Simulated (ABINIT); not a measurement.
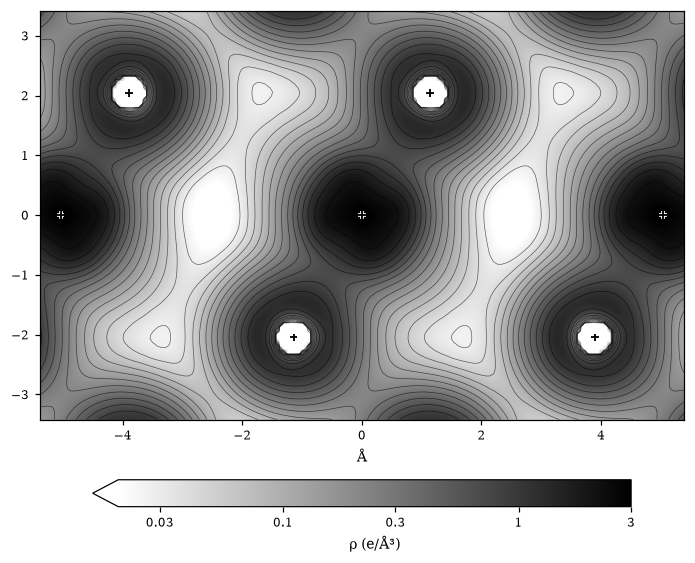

The valence electron density on a plane through atoms (crosses mark nuclei in the plane).

The calculation used Kohn-Sham DFT of a periodic cell, PBE, JTH PAW PBE v2.0 in ABINIT.

Candidates:
A. W, a = 3.16 Å, b = 3.16 Å, c = 3.16 Å, α = 90.00°, β = 90.00°, γ = 90.00°. Space group Im-3m; computed pressure about 4 GPa in this cell.
B. PtS$_{2}$, a = 3.54 Å, b = 3.54 Å, c = 5.04 Å, α = 90.00°, β = 90.00°, γ = 120.00°. Space group P-3m1; not relaxed (largest force 1.4 eV/Å); computed pressure about 12 GPa in this cell.
C. AlNi, a = 2.88 Å, b = 2.88 Å, c = 2.88 Å, α = 90.00°, β = 90.00°, γ = 90.00°. Space group Pm-3m; computed pressure about −5 GPa in this cell; spin-polarised.

Which system is this?

Answer. Candidate B: PtS$_{2}$ on the (110) plane of the conventional cell, which holds Pt and S. Pt–S (2.34 Å): the density is about 0.69 e/Å³ at the midpoint.
